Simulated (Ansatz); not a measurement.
## Band-structure calculation, with input and output: ZnCu₂SnS₄

System: ZnCu₂SnS₄ (8 atoms in the cell).
Method: DFT PBEsol, scalar-relativistic, plane waves, PAW, no spin polarisation (Ansatz 0.2.0).

The structure derives from an entry of the Crystallography Open Database. Figures and captions count atoms from 1; the log counts them from 0 in places.

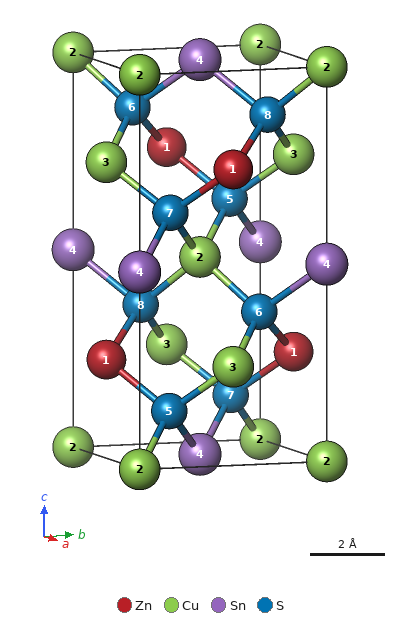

**Figure 1.** The input geometry (ball-and-stick view of the cell 2 times as large as that of the calculation, set on its symmetry axes, seen slightly off an axis; atoms are numbered from 1 in the order of the input). An atom can appear more than once, as a periodic image. Near neighbours in the periodic cell (some may lie outside the picture): Zn has 4 S at 2.33 Å; Cu has 4 S at 2.27 Å; Sn has 4 S at 2.45 Å; S has 2 Cu at 2.27 Å, 1 Sn at 2.45 Å and 1 Zn at 2.33 Å.

Input
```yaml
crystal:
  lattice:
    - [-2.6869559122, 2.6869559122, 5.3771131502]
    - [2.6869559122, -2.6869559122, 5.3771131502]
    - [2.6869559122, 2.6869559122, -5.3771131502]
  atoms:
    - { symbol: Zn, position: [0.25, 0.75, 0.5] }
    - { symbol: Cu, position: [0.0, 0.0, 0.0] }
    - { symbol: Cu, position: [0.75, 0.25, 0.5] }
    - { symbol: Sn, position: [0.5, 0.5, 0.0] }
    - { symbol: S, position: [0.3703906683, 0.8985119886, 1.0090793936] }
    - { symbol: S, position: [0.1014880114, 0.110567405, 0.4718786797] }
    - { symbol: S, position: [0.889432595, 0.3613112746, -0.0090793936] }
    - { symbol: S, position: [0.6386887254, 0.6296093317, 0.5281213203] }
basis:
  ecutwfc: 420
kpoints:
  mp_grid: { grid: [10, 10, 10] }
  band_path:
    path:
      - [[0.0, 0.0, 0.0], [0.0, 0.0, 0.5], [0.25, 0.25, 0.25], [0.0, 0.5, 0.0], [0.0, 0.0, 0.0], [0.5, 0.5, -0.5], [0.3124256, 0.6875744, -0.3124256]]
      - [[-0.3124256, 0.3124256, 0.3124256], [0.0, 0.0, 0.0]]
      - [[0.0, 0.0, 0.5], [-0.1248512, 0.1248512, 0.5]]
      - [[0.5, 0.5, -0.1248512], [0.5, 0.5, -0.5]]
    npoints: 14
hamiltonian:
  xc: pbesol
scf:
  occupations: { method: gaussian, width: 0.01 }
  n_extra_bands: 20
output:
  forces: true
  stress: true
  eigenvalues: true
  populations: true
  dos: { projected: true, de: 0.02, nscf_kmesh: { grid: [15, 15, 15] } }
  bader: true
  write_density: true
  write_potential: true
  elf: true
  volumetric_format: npy
```

Hardware: 2 threads of Intel Xeon (Sapphire Rapids), 32 GiB of memory available, shared host.

Run as:
```bash
ansatz run input.yaml --threads 2 --pin off --max-ram 5120MiB --backend cpu --events-out ev --progress --plain --runs-dir out
```

Log
```
scf.n_extra_bands = 20 over 44 filled bands (N_el = 88.0): the run solves 64 bands
Engine: ansatz 0.2.0, x86_64-unknown-linux-gnu
Pseudopotentials: kind: paw
Pseudopotential: Zn, paw, valence charge 12, recommended cutoff 420 eV (normal), Zn.paw.azcp
Pseudopotential: Cu, paw, valence charge 19, recommended cutoff 420 eV (normal), Cu.paw.azcp
Pseudopotential: Sn, paw, valence charge 14, recommended cutoff 420 eV (normal), Sn.paw.azcp
Pseudopotential: S, paw, valence charge 6, recommended cutoff 420 eV (normal), S.paw.azcp
Functional definition: PBEsol
  exchange = pbesol_x
  correlation = pbesol_c
Crystal: 8 atoms, lattice volume = 155.285 Å³
Basis set: ecut = 420 eV, 2977 PW (Γ), exchange–correlation on 90×90×90 points (8 copies of the dense FFT grid, shifted against one another)
Bands: 64, of which v1, the nominal top of the filled ones, is band 44 counted from 1 (43 counted from 0)
Symmetry: 4 space group operations
Space group: I-4 (ITA 82), of the structure as read, at distance tolerance 5.4e-5 Å
k-points: 144 of 1000 (time reversal used)
Non-local potential: Zn, projectors of the file, l = 0: 2, l = 1: 2, l = 2: 3, l = 3: 1
Non-local potential: Cu, projectors of the file, l = 0: 3, l = 1: 2, l = 2: 3, l = 3: 1
Non-local potential: Sn, projectors of the file, l = 0: 2, l = 1: 2, l = 2: 2, l = 3: 2
Non-local potential: S, projectors of the file, l = 0: 2, l = 1: 2, l = 2: 2
PAW form: soft (Blöchl's): semilocal exchange-correlation on the pseudo side does not see the compensation charge
PAW frozen core: Zn, regenerated for the run's functional, and the local potential with it (the file was generated under x = pbe(κ = 0.804, μ = 0.2195149727645171), c = pbe(β = 0.06672455060314922))
PAW frozen core: Cu, regenerated for the run's functional, and the local potential with it (the file was generated under x = pbe(κ = 0.804, μ = 0.2195149727645171), c = pbe(β = 0.06672455060314922))
PAW frozen core: Sn, regenerated for the run's functional, and the local potential with it (the file was generated under x = pbe(κ = 0.804, μ = 0.2195149727645171), c = pbe(β = 0.06672455060314922))
PAW frozen core: S, regenerated for the run's functional, and the local potential with it (the file was generated under x = pbe(κ = 0.804, μ = 0.2195149727645171), c = pbe(β = 0.06672455060314922))
PAW one-centre angular grid: Zn, 590 points (default); XC on 64 Gauss nodes
PAW one-centre angular grid: Cu, 590 points (default); XC on 64 Gauss nodes
PAW one-centre angular grid: Sn, 590 points (default); XC on 64 Gauss nodes
PAW one-centre angular grid: S, 110 points (default); XC on 64 Gauss nodes
Initial density: superposition of atomic densities (neutral atoms: chi_scale 0, normalization atom), corrected by the library's trained network
Initial wavefunctions: pseudopotential atomic-orbital guess
Functional: x = pbesol(κ = 0.804, μ = 0.12345679012345678), c = pbesol(β = 0.046)
SCF iter   1: F=—  HF=-25951.684157 eV  |F-HF|=—  |Δ(HF+E_count)|=         —  Δρ=9.20e-3  dr2=9.91e-2  ethr=1.77e-3  ⟨swp⟩=6.2  Hψ=40469  notcnv=0  defer=1152
preconditioner: auto → Resta (q_TF=auto, 2.482 Å⁻¹)  ε∞=4.4  [insulator: Δε(μ)=0.041 eV  Ē_g=13.737 eV  σ=0.010 eV  W_gap=1.00  n_scr=36 (ndim 8)  ℏωp=25.3 eV  f_vac=0.029  D(μ)=0.00/eV (n_scr^D=0)  ε∞_Penn≈4.4]
SCF iter   2: F=—  HF=-25951.680507 eV  |F-HF|=—  |Δ(HF+E_count)|=   3.65e-3  Δρ=8.91e-3  dr2=8.81e-2  ethr=1.13e-4  ⟨swp⟩=2.2  Hψ=17763  notcnv=0  defer=2089
SCF iter   3: F=—  HF=-25951.662705 eV  |F-HF|=—  |Δ(HF+E_count)|=   1.78e-2  Δρ=3.16e-3  dr2=1.14e-2  ethr=1.00e-4  ⟨swp⟩=2.0  Hψ=10351  notcnv=0  defer=2089
SCF iter   4: F=—  HF=-25951.660692 eV  |F-HF|=—  |Δ(HF+E_count)|=   2.01e-3  Δρ=7.82e-4  dr2=7.87e-4  ethr=1.30e-5  ⟨swp⟩=2.0  Hψ=12761  notcnv=0  defer=2092
SCF iter   5: F=—  HF=-25951.660562 eV  |F-HF|=—  |Δ(HF+E_count)|=   1.31e-4  Δρ=2.67e-4  dr2=1.16e-4  ethr=8.94e-7  ⟨swp⟩=2.0  Hψ=11079  notcnv=0  defer=2092
SCF iter   6: F=—  HF=-25951.660608 eV  |F-HF|=—  |Δ(HF+E_count)|=   4.69e-5  Δρ=3.30e-4  dr2=1.19e-4  ethr=1.31e-7  ⟨swp⟩=2.0  Hψ=10875  notcnv=0  defer=2092
SCF iter   7: F=—  HF=-25951.660601 eV  |F-HF|=—  |Δ(HF+E_count)|=   7.33e-6  Δρ=1.12e-4  dr2=1.35e-5  ethr=1.31e-7  ⟨swp⟩=2.0  Hψ=9402  notcnv=0  defer=2092
SCF iter   8: F=—  HF=-25951.660682 eV  |F-HF|=—  |Δ(HF+E_count)|=   8.09e-5  Δρ=3.41e-5  dr2=1.22e-6  ethr=1.53e-8  ⟨swp⟩=2.0  Hψ=9632  notcnv=0  defer=2092
SCF iter   9: F=—  HF=-25951.660683 eV  |F-HF|=—  |Δ(HF+E_count)|=   7.94e-7  Δρ=1.34e-5  dr2=2.47e-7  ethr=1.39e-9  ⟨swp⟩=2.0  Hψ=10854  notcnv=0  defer=2092
SCF iter  10: F=-25951.660683 eV  HF=-25951.660683 eV  |F-HF|=1.21e-9  |Δ(HF+E_count)|=   9.73e-8  Δρ=1.93e-6  dr2=4.72e-9  ethr=1.14e-10  ⟨swp⟩=16.0  Hψ=70386  notcnv=0
SCF 1 converged in 10 iterations: F = -25951.660683 eV  dr2 = 4.72e-9
  greatest PAW one-centre occupation: 1.000 electrons in one spin orbital (limit 2), on the Cu atom at site 1 (counted from 0), in its partial waves of l = 0
```

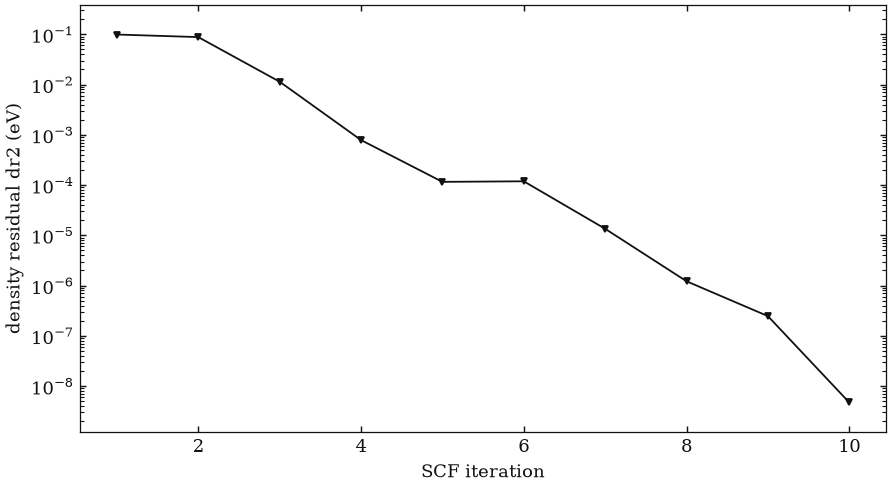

**Figure 2.** Convergence of the self-consistent field: density residual dr2 against the SCF iteration. The residual falls almost steadily, with no more than small rises.

```
NSCF: frozen V_eff on 130 k-points
NSCF: frozen V_eff on 456 k-points
SCF converged after 10 iterations
Free energy (F): -25951.660683 eV
Harris-Foulkes:  -25951.660683 eV  (|F-HF|=1.21e-9)
Internal energy: -25951.660683 eV  (E = F + TS)
E sigma→0 (E₀):  -25951.660683 eV
Fermi energy:    8.474101 eV
--- Per-component energies (eV) ---
  E_band       = -1081.833391
  E_kinetic    = 1348.035702
  E_local      = -14850.365726  (includes V_loc(G=0)·N_el)
  E_nonlocal   = 1495.834709
  E_hartree    = 6672.599509
  E_xc         = -1075.591274
  E_vxc        = -727.647394  (∫ρ·V_xc dr)
  E_paw        = -11458.735229  (= ΣΔE_a)
  E_vpaw       = -1692.889183  (= ΣTr[D̂ρ^β])
  E_aug_tail   = 0.000193  (compensation charges beyond the density's cutoff)
  E_ewald      = -8085.180962
  E_core_change = 1.742396  (= ΣΔE_core)
  E_smearing   = -0.000000  (= −TS)
  E_closure    = -0.000000  (closes the sum)
  Σ components = -25951.660683   (vs F -25951.660683, Δ=0.00e0)
--- Forces (eV/Å), atoms counted from 1 ---
  atom   1  Zn     0.00000000    -0.00000000     0.00000000
  atom   2  Cu    -0.00000000    -0.00000000     0.00000000
  atom   3  Cu    -0.00000000     0.00000000     0.00000000
  atom   4  Sn    -0.00000000     0.00000000     0.00000000
  atom   5  S     -0.00096016    -0.00320967     0.00244789
  atom   6  S     -0.00320967     0.00096016    -0.00244789
  atom   7  S      0.00096016     0.00320967     0.00244789
  atom   8  S      0.00320967    -0.00096016    -0.00244789
  max |Σ_I F_I| component: 6.25e-17 eV/Å
--- Stress (GPa, compression-positive) ---
       -0.011089       0.000000      -0.000000
       -0.000000      -0.011089      -0.000000
       -0.000000      -0.000000      -0.007508
  P = ⅓ Tr σ = -0.0099 GPa (-0.099 kbar)
--- Band table (eV; the first three rows and the last of 144) ---
  k-point 0: bands = ["-103.2090", "-103.1923", "-60.8146", "-60.7501", "-60.7501", "-60.7256", "-60.7256", "-60.7158", "-13.8225", "-13.8179", "-13.8179", "-13.7400", "-13.7347", "-6.2988", "-4.7090", "-4.6867", "-4.6867", "0.2290", "1.1645", "1.2319", "1.2513", "1.2513", "1.3560", "2.4825", "3.0614", "3.2783", "3.7373", "3.8447", "3.8447", "4.4060", "4.4060", "4.8814", "4.8814", "4.9127", "5.9961", "6.0723", "6.2907", "6.5728", "6.5797", "6.5797", "6.7736", "8.3685", "8.3685", "8.4196", "8.5286", "10.1943", "11.0765", "11.9992", "11.9992", "13.1267", "13.5366", "13.6159", "13.6159", "14.1927", "15.0881", "15.0881", "15.1521", "15.2603", "18.0830", "18.8584", "18.9672", "18.9990", "18.9990", "19.2249"]
  k-point 1: bands = ["-103.2090", "-103.1924", "-60.8146", "-60.7501", "-60.7501", "-60.7256", "-60.7256", "-60.7158", "-13.8226", "-13.8180", "-13.8179", "-13.7398", "-13.7346", "-6.2407", "-4.7449", "-4.7201", "-4.7035", "0.2665", "1.1710", "1.2265", "1.2359", "1.2596", "1.3602", "2.4551", "2.9510", "3.2641", "3.6349", "3.8283", "4.1190", "4.3274", "4.4232", "4.7852", "4.9081", "5.0009", "6.0539", "6.1236", "6.3172", "6.4361", "6.5339", "6.7121", "6.8551", "7.7842", "8.2792", "8.3442", "9.0704", "10.4555", "11.2896", "11.9273", "12.0145", "13.1992", "13.3543", "13.5459", "13.8460", "14.0618", "14.7370", "14.8683", "15.9236", "15.9790", "17.6905", "18.1301", "18.3964", "18.4486", "18.7649", "19.0231"]
  k-point 2: bands = ["-103.2091", "-103.1924", "-60.8146", "-60.7501", "-60.7501", "-60.7256", "-60.7256", "-60.7158", "-13.8229", "-13.8182", "-13.8180", "-13.7395", "-13.7345", "-6.0746", "-4.8807", "-4.8041", "-4.7087", "0.3161", "1.1779", "1.2100", "1.2320", "1.2790", "1.3592", "2.2961", "2.7457", "3.3866", "3.4646", "3.8229", "4.3030", "4.3731", "4.4676", "4.6789", "4.9983", "5.1426", "6.1326", "6.2681", "6.3298", "6.4262", "6.5125", "6.8480", "7.0204", "7.3063", "7.9299", "8.2683", "9.4633", "10.9458", "11.5651", "11.9120", "12.1319", "13.0389", "13.3391", "13.6960", "13.8882", "13.9659", "15.0194", "15.2604", "16.3799", "16.4633", "16.9819", "17.1614", "17.4942", "17.7903", "18.1758", "18.3572"]
  k-point 143: bands = ["-103.2091", "-103.1924", "-60.8146", "-60.7501", "-60.7501", "-60.7256", "-60.7256", "-60.7158", "-13.8227", "-13.8176", "-13.8176", "-13.7400", "-13.7347", "-5.7506", "-5.4643", "-4.7032", "-4.7032", "0.1039", "1.1151", "1.2109", "1.2109", "1.2953", "1.5932", "2.2071", "3.6040", "3.6054", "4.0536", "4.1387", "4.1387", "4.4239", "4.4239", "4.9109", "4.9868", "4.9868", "5.8951", "6.2007", "6.2384", "6.3441", "7.0259", "7.1433", "7.1489", "7.1489", "7.4440", "7.4440", "9.5868", "10.2384", "10.2384", "10.5618", "11.5870", "11.7514", "12.5656", "12.6013", "14.8953", "14.8953", "15.6301", "16.1126", "16.1126", "16.2904", "17.9764", "18.2467", "18.6180", "19.2398", "19.5161", "19.5161"]
--- Löwdin populations: 8 sites ---
  site symbol       q [e]
     0     Zn     10.7359
     1     Cu     18.3922
     2     Cu     18.3944
     3     Sn     13.2665
     4      S      6.6192
     5      S      6.6192
     6      S      6.6192
     7      S      6.6192
  spilling = 0.008344 (of n_electrons = 88.000000)
--- Bader charges: 8 sites ---
  site symbol  charge [e]  shift [e]
     0     Zn      0.8303     0.0034
     1     Cu      0.4574     0.0006
     2     Cu      0.4546     0.0007
     3     Sn      1.3710     0.0006
     4      S     -0.7783     0.0013
     5      S     -0.7784     0.0013
     6      S     -0.7783     0.0013
     7      S     -0.7784     0.0013
  estimated error of the sums over rays = 3.5e-4 e
```

File bader_charges.tsv
```
# site	symbol	x_ang	y_ang	z_ang	partial_charge_e	electrons	volume_ang3	relative_density_drop	shared_charge_e	partial_wave_shift_e
# quadrature_error_electrons = 3.5e-4
0	Zn	2.6870	0.0000	2.6886	0.83034	29.16966	13.59	-	0.83034	0.00340
1	Cu	0.0000	0.0000	0.0000	0.45738	28.54262	14.06	-	0.45738	0.00063
2	Cu	0.0000	2.6870	2.6886	0.45465	28.54535	14.03	-	0.45465	0.00069
3	Sn	0.0000	0.0000	5.3771	1.37103	48.62897	19.23	-	1.37103	0.00062
4	S	4.1304	1.2923	1.3971	-0.77834	16.77834	23.59	-	-0.77834	0.00134
5	S	1.2923	1.2435	-1.3971	-0.77836	16.77836	23.59	-	-0.77836	0.00133
6	S	-1.4434	1.3946	6.7742	-0.77834	16.77834	23.59	-	-0.77834	0.00134
7	S	1.3946	1.4434	3.9800	-0.77836	16.77836	23.59	-	-0.77836	0.00133
```

File populations.tsv
```
# site	symbol	l	j	q
# orbitals = lowdin
# n_electrons = 88.000000
# spilling = 0.008344
0	Zn	0_4S	-	0.767926
0	Zn	2_3D	-	9.967927
1	Cu	0_3S	-	1.997240
1	Cu	0_4S	-	0.616036
1	Cu	1_3P	-	5.999015
1	Cu	2_3D	-	9.779905
2	Cu	0_3S	-	1.997229
2	Cu	0_4S	-	0.616635
2	Cu	1_3P	-	5.999017
2	Cu	2_3D	-	9.781535
3	Sn	0_5S	-	1.312813
3	Sn	1_5P	-	1.960933
3	Sn	2_4D	-	9.992744
4	S	0_3S	-	1.771389
4	S	1_3P	-	4.847803
5	S	0_3S	-	1.771389
5	S	1_3P	-	4.847803
6	S	0_3S	-	1.771389
6	S	1_3P	-	4.847803
7	S	0_3S	-	1.771389
7	S	1_3P	-	4.847803
```

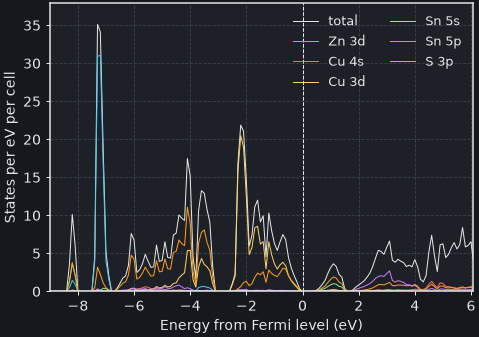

**Figure 3.** Density of states (projected on Löwdin-orthogonalised atomic shells), with energies from the Fermi level.

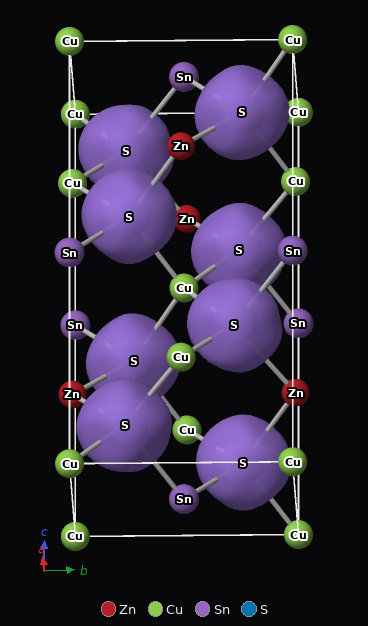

**Figure 4.** Isosurface of the electron localisation function at 0.7 (purple), seen at an oblique angle. Core shells and regions of very low density are left out. Sticks mark near contacts. The outline is the cell set on symmetry axes. Along the contacts the grid gives the following. Cu–S (2.27 Å): the ELF is about 0.45 at the midpoint. Zn–S (2.33 Å): the ELF is about 0.55 at the midpoint. Core electrons are frozen (PAW), so the fields are smoothed inside the atomic spheres.

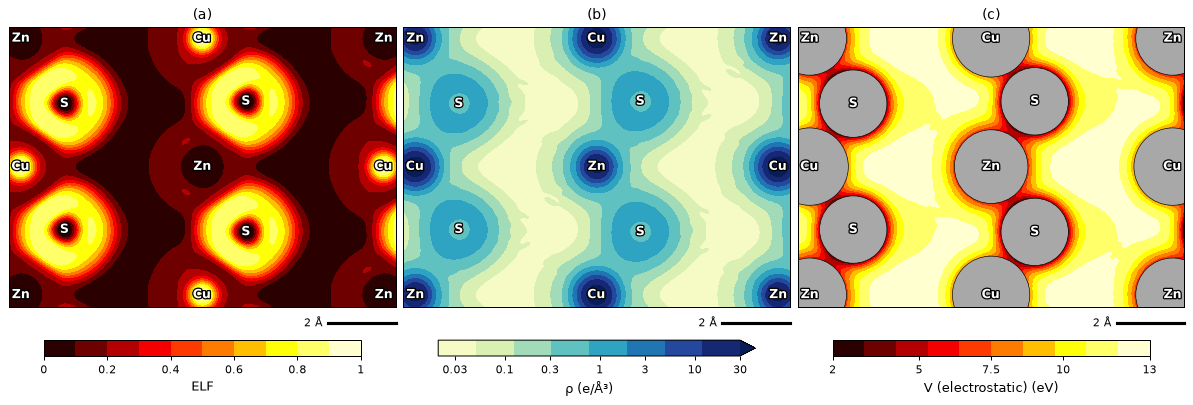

**Figure 5.** (a) electron localisation function; (b) valence pseudo-density; (c) electrostatic potential (local pseudopotential plus Hartree) felt by an electron on the (110) plane of the conventional cell. Grey discs, where drawn, cover atomic cores. Cu–S (2.27 Å): the density is about 0.56 e/Å³ at the midpoint; the ELF is about 0.45 at the midpoint. Zn–S (2.33 Å): the density is about 0.52 e/Å³ at the midpoint; the ELF is about 0.55 at the midpoint. Away from the nuclei the density in this plane falls to 0.01 e/Å³ at its lowest. The strong features right at Cu lie inside the PAW spheres (semicore, d or f shells) and say nothing about bonding. Outside the cores the potential energy rises away from the atoms and is highest about 2.2 Å from the nearest atoms; outside the discs it spans about 10 eV, and its zero is arbitrary.

Key numbers

- outcome: converged
- space group (tolerance 0.01 Å): I-4 (82)
- electrons treated: 88
- free energy: −25951.6607 eV
- Fermi energy: 8.474 eV
- gap on the k-point mesh: 0.11 eV
- gap on the band path: 0.11 eV
- pressure: −0.01 GPa
- largest force (length of the vector): 0.004 eV/Å
- wall time: 4.4 min (CPU time 8.8 min)
- peak memory: 2.5 GiB
